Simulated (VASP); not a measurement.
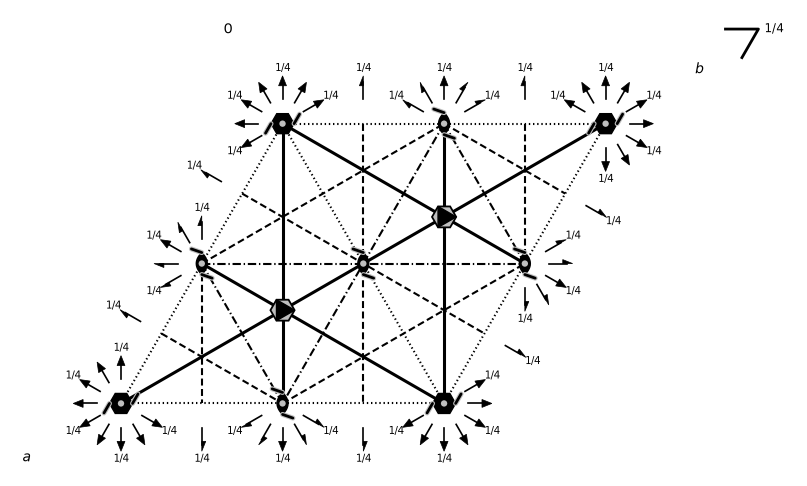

Symmetry elements of a space group, projected down c, computed from the operations of a computed or model structure of composition TaN.

Graphical symbols as in the International Tables (origin upper left, heights as fractions; handed screw axes are marked by their printed symbols).

### Give the Hermann–Mauguin symbol and number.

P6_3/mmc, No. 194; primitive hexagonal, point group 6/mmm, 24 general positions a cell.

### List the elements shown.

−6 axes along c at (1/3, 2/3), (2/3, 1/3); 6₃ axes along c at (0, 0); 2₁ axes along c at (0, 1/2), (1/2, 0), (1/2, 1/2); inversion centres at (0, 0), (0, 1/2), (1/2, 0), (1/2, 1/2); mirror planes holding c and [1 2 0] or [2 1 0] or [−1 1 0]; in-plane glide planes holding c and [1 2 0] or [2 1 0] or [−1 1 0]; c glide planes normal to a*, at x = 0; n glide planes normal to a*, at x = 1/2; c glide planes normal to b*, at y = 0; n glide planes normal to b*, at y = 1/2; c glide planes holding c and [1 1 0]; diagonal glide planes holding c and [1 1 0]; a mirror plane normal to c at height 1/4; 2 axes along [1 1 0] at height 0; 2 axes along [1 2 0] at height 1/4; 2 axes along [2 1 0] at height 1/4; 2 axes along [−1 1 0] at height 1/4; 2 axes along a at height 0; 2 axes along b at height 0; 2₁ axes along [1 1 0] at height 0; 2₁ axes along [1 2 0] at height 1/4; 2₁ axes along [2 1 0] at height 1/4; 2₁ axes along [−1 1 0] at height 1/4; 2₁ axes along a at height 0; 2₁ axes along b at height 0. Heights repeat every half period; positions are (a, b) fractions, modulo 1.

### Write the general positions (in any order).

x, y, z
−x, −y, −z
x−y, x, z+1/2
−x+y, −x, −z+1/2
−y, x−y, z
y, −x+y, −z
−x, −y, z+1/2
x, y, −z+1/2
−x+y, −x, z
x−y, x, −z
y, −x+y, z+1/2
−y, x−y, −z+1/2
−y, −x, −z+1/2
y, x, z+1/2
−x, −x+y, −z
x, x−y, z
−x+y, y, −z+1/2
x−y, −y, z+1/2
y, x, −z
−y, −x, z
x, x−y, −z+1/2
−x, −x+y, z+1/2
x−y, −y, −z
−x+y, y, z
